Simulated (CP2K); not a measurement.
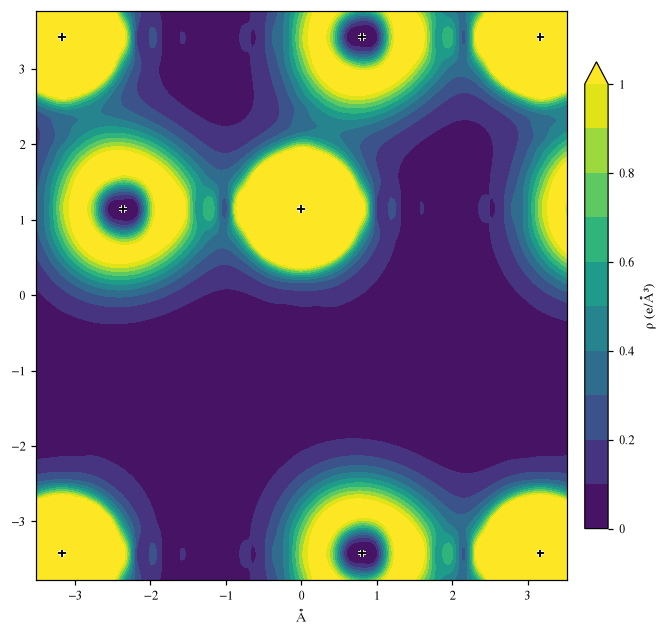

The valence electron density on a plane through atoms (crosses mark nuclei in the plane).

Method: CP2K, Kohn-Sham DFT of a periodic cell, PBEsol, GTH-PBE with UZH-TZVP basis (short-range sets on d metals).

Candidates:
A. MnS, a = 3.95 Å, b = 3.95 Å, c = 6.34 Å, α = 90.00°, β = 90.00°, γ = 120.00°. Space group P6₃mc; a structure from a database of computed crystals, not necessarily the ambient phase; spin-polarised.
B. Si2Ni, a = 5.41 Å, b = 5.41 Å, c = 5.41 Å, α = 90.00°, β = 90.00°, γ = 90.00°. Space group Fm-3m; spin-polarised, but the moments vanished.

Which candidate gave the map?

Candidate A: MnS on the (110) plane of the conventional cell, which holds Mn and S. Mn–S (2.36 Å): ρ is about 0.64 e/Å³ halfway. Mn–S (2.42 Å): ρ is about 0.44 e/Å³ halfway.
